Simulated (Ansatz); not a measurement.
Run report: GeSe, Wannier-function calculation (part 2 of 2)

GeSe (Pnma, 8 atoms in the cell); maximally localised Wannier functions of PBE bands, plane waves, PAW, no spin polarisation (Ansatz 0.2.0); cutoff 420 eV, 2×6×4 k-mesh, fixed occupations. The structure derives from an entry of the Crystallography Open Database. The geometry comes from this level: r2scan-rvv10. It belongs to a series of runs on one base structure; here: anion p.

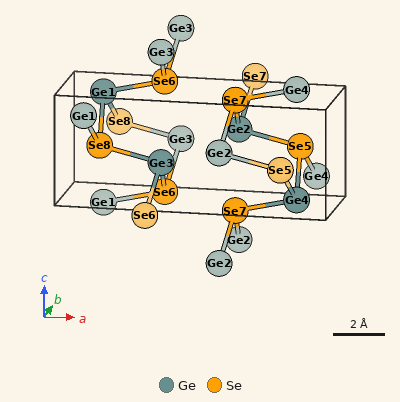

Figure 1. The input geometry (ball-and-stick view of the cell of the calculation, seen slightly off an axis; neighbours outside the cell are drawn fainter; atoms are numbered from 1 in the order of the input).

**File v_z.tsv, continued**
```
3.118760	6.743059e0	-2.249097e0
3.260521	7.296855e0	-1.497769e0
3.402283	7.467693e0	-1.242670e0
3.544045	7.296855e0	-1.497769e0
3.685807	6.743059e0	-2.249097e0
3.827569	5.955503e0	-3.286131e0
3.969330	5.282356e0	-4.240445e0
4.111092	4.845709e0	-4.980067e0
4.252854	4.543616e0	-5.556762e0
4.394616	4.339937e0	-5.935480e0
```

**File wannier.spreads.toml**
```
omega_i_ang2 = 48.618160750615914
omega_d_ang2 = 0.1742375485069413
omega_od_ang2 = 3.3722683901827666
omega_total_ang2 = 52.16466668930562
least_projectability = 0.22895709194024033
b_vectors_match_mmn = true
n_iter = 22
converged = true
rejected_fitted_steps = 0

[[wannier]]
r = [7.936295645924787, 0.9510828502462819, 4.631655649947918]
spread = 4.332192298504964

[[wannier]]
r = [2.4311436311954835, 0.9510828502604887, 2.1729106341223217]
spread = 4.332192299790371

[[wannier]]
r = [8.579160399070476, 2.85324855091655, 2.363466888442594]
spread = 4.332192300910648

[[wannier]]
r = [3.074008381655709, 2.8532485506190812, -0.09527812647055109]
spread = 4.332192305612171

[[wannier]]
r = [3.926625452975827, 2.309023197895112, 0.5650395622416866]
spread = 4.354487183536541

[[wannier]]
r = [3.926625453165958, 3.397473903641533, 0.5650395626377195]
spread = 4.354487183625981

[[wannier]]
r = [9.431777468023892, 2.30902319679138, 1.7031491982364564]
spread = 4.354487184871729

[[wannier]]
r = [9.431777468320904, 3.397473904187059, 1.7031491989757221]
spread = 4.354487185991914

[[wannier]]
r = [1.578526563485223, 0.4068574966520224, 2.8332283246179237]
spread = 4.3544871861257874

[[wannier]]
r = [1.57852656329554, 1.4953082035302352, 2.8332283235404523]
spread = 4.354487186135408

[[wannier]]
r = [7.08367857862862, 0.40685749638878294, 3.971337959529327]
spread = 4.354487187076828

[[wannier]]
r = [7.083678578317628, 1.4953082040819892, 3.9713379596899014]
spread = 4.3544871871233255

[[curvature_check]]
after_line_search = 10
omega_tilde_before_ang2 = 4.748454547905731
krylov_steps = 43
lowest_ritz_value_ang2 = -1.1610065845963211
residual_ang2 = 8.029806600223953e-18
settled = true
first_negative_step = 3
curvature_along_ang2 = -1.1605319129618545
angle_rad = 1.0628577336914862
omega_tilde_after_ang2 = 3.959878421907022
outcome = "escaped"

[[curvature_check]]
after_line_search = 22
omega_tilde_before_ang2 = 3.546505938689708
krylov_steps = 40
lowest_ritz_value_ang2 = 1.2806989191518798
residual_ang2 = 5.5958529164738565e-9
settled = true
outcome = "no-negative-curvature"
```

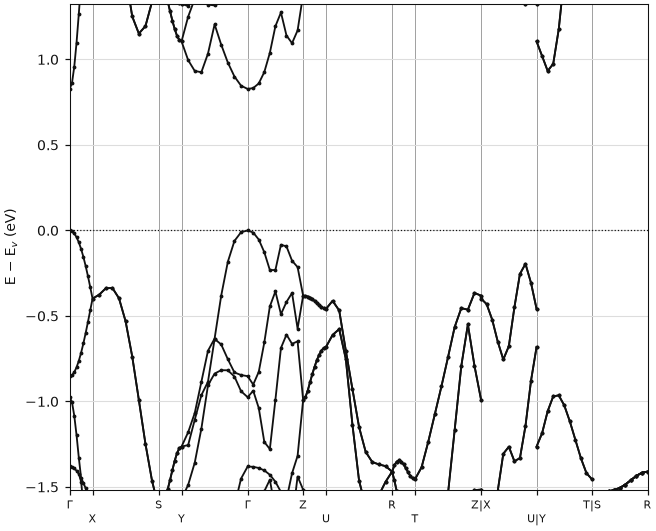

Figure 2. Band structure along Γ–X–S–Y–Γ–Z–U–R–T–Z|X–U|Y–T|S–R, with energies from the valence-band top. There is a gap of 0.83 eV on this path, direct, at Γ.

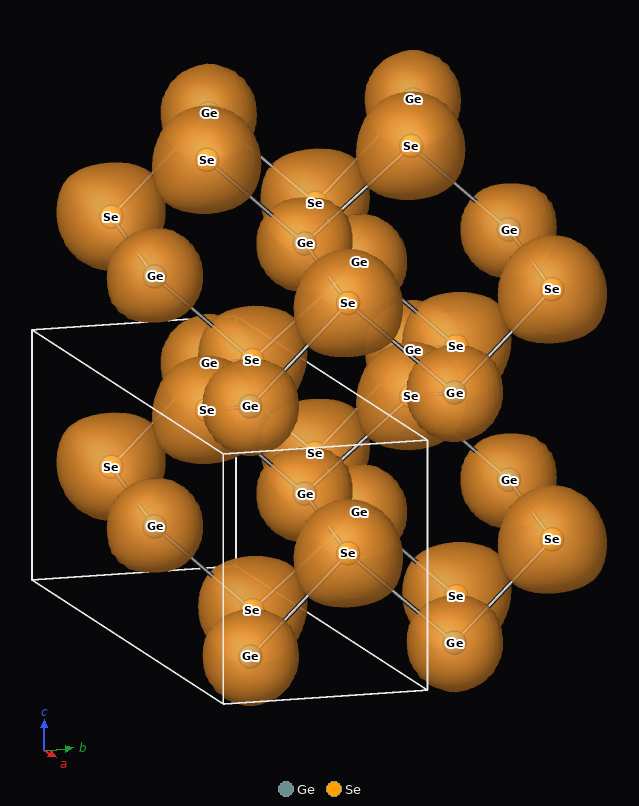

Figure 3. Isosurface of the valence charge density (pseudo) at 0.6 e/Å³ (orange), seen slightly off an axis. Sticks mark near contacts. The outline is the cell set on symmetry axes. At this value the density breaks into separate islands; it holds about 75 % of the electrons treated as valence (semicore included). It is pinched off along the Ge–Se (2.56 Å) contacts. On the grid the lowest density along these lines, outside the cores, is 0.43 e/Å³ (Ge–Se, 2.56 Å). The fields are those of the smooth PAW valence density.

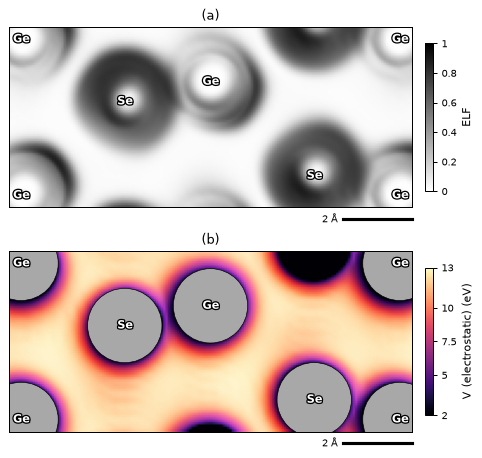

Figure 4. (a) electron localisation function; (b) electrostatic potential energy of an electron on the (010) plane of the conventional cell. Grey discs, where drawn, cover atomic cores. The section cuts through Ge and Se sites. Ge–Se (2.56 Å): the ELF is about 0.70 at the midpoint. Outside the cores the potential energy rises away from the atoms and is highest about 2.2 Å from the nearest atoms; outside the discs it spans about 10 eV, and its zero is arbitrary.

This output came from the following input.

**Input**
```yaml
crystal:
  lattice:
    - [11.0103040307, 0.0, 0.0]
    - [0.0, 3.8043314008, 0.0]
    - [0.0, 0.0, 4.5363775226]
  atoms:
    - { symbol: Ge, position: [0.1254375725, 0.75, 0.8860310984] }
    - { symbol: Ge, position: [0.6254375725, 0.75, 0.6139689016] }
    - { symbol: Ge, position: [0.3745624275, 0.25, 0.3860310984] }
    - { symbol: Ge, position: [0.8745624275, 0.25, 0.1139689016] }
    - { symbol: Se, position: [0.8516134858, 0.75, 0.4877997051] }
    - { symbol: Se, position: [0.3516134858, 0.75, 0.0122002949] }
    - { symbol: Se, position: [0.6483865142, 0.25, 0.9877997051] }
    - { symbol: Se, position: [0.1483865142, 0.25, 0.5122002949] }
kpoints:
  mp_grid: { grid: [2, 6, 4] }
  band_path:
    path:
      - [[0.0, 0.0, 0.0], [0.5, -5.865190130864e-34, -1.910642240663e-34], [0.5, 0.5, 2.683452726488e-33], [-1.342528083953e-49, 0.5, 2.874516950554e-33], [0.0, 0.0, 0.0], [-1.068068942498e-49, -7.460771400757e-50, 0.5], [0.5, -5.865190130864e-34, 0.5], [0.5, 0.5, 0.5], [-1.068068942498e-49, 0.5, 0.5], [-1.068068942498e-49, -7.460771400757e-50, 0.5]]
      - [[0.5, -5.865190130864e-34, -1.910642240663e-34], [0.5, -5.865190130864e-34, 0.5]]
      - [[-1.342528083953e-49, 0.5, 2.874516950554e-33], [-1.068068942498e-49, 0.5, 0.5]]
      - [[0.5, 0.5, 2.683452726488e-33], [0.5, 0.5, 0.5]]
    npoints: 10
hamiltonian:
  xc: pbe
scf:
  occupations: { method: fixed }
  n_extra_bands: 6
output:
  forces: false
  stress: false
  eigenvalues: true
  wannier:
    kmesh: [2, 4, 4]
    projections: [{ species: Se, l: p, shell: 4 }]
    minimise: true
    write_hr: true
    conv_tol: 1.0e-08
    max_iter: 3000
  write_density: true
  write_potential: true
  elf: true
  volumetric_format: npy
```

**File wannier.win**
```
! ansatz wannier90 interface
! projections by site (counted from 0) and shell: 4 4P, 5 4P, 6 4P, 7 4P
! states of the run's bands (counted from 1): 49-60
! their least projectability: 0.2290
num_bands = 12
num_wann  = 12
num_iter  = 2000
conv_tol = 1e-8
conv_window = 5
guiding_centres = true
write_hr = true

begin unit_cell_cart
Ang
            11.0103040307                      0.0                      0.0
                      0.0             3.8043314008                      0.0
                      0.0                      0.0             4.5363775226
end unit_cell_cart

begin atoms_frac
Ge              0.1254375725                     0.75             0.8860310984
Ge              0.6254375725                     0.75             0.6139689016
Ge              0.3745624275                     0.25             0.3860310984
Ge              0.8745624275                     0.25             0.1139689016
Se              0.8516134858                     0.75             0.4877997051
Se              0.3516134858                     0.75             0.0122002949
Se              0.6483865142                     0.25             0.9877997051
Se              0.1483865142                     0.25             0.5122002949
end atoms_frac

mp_grid = 2 4 4
```

Run as:
```bash
ansatz run input.yaml --threads 4 --pin off --max-ram 5529MiB --backend cpu --events-out ev --progress --plain --runs-dir out
```

**Summary**

| quantity | value |
| --- | --- |
| outcome | converged |
| space group (tolerance 0.01 Å) | Pnma (62) |
| electrons treated | 120 |
| free energy | −39058.0000 eV |
| total spread of the Wannier functions | 52.165 Å² |
| Fermi energy | 8.183 eV |
| gap on the k-point mesh | 0.83 eV |
| hardware | 4 threads of Intel Xeon (Granite Rapids), 64 GiB of memory available, shared host |
| wall time | 9.1 s (CPU time 34 s) |
| peak memory | 1.1 GiB |
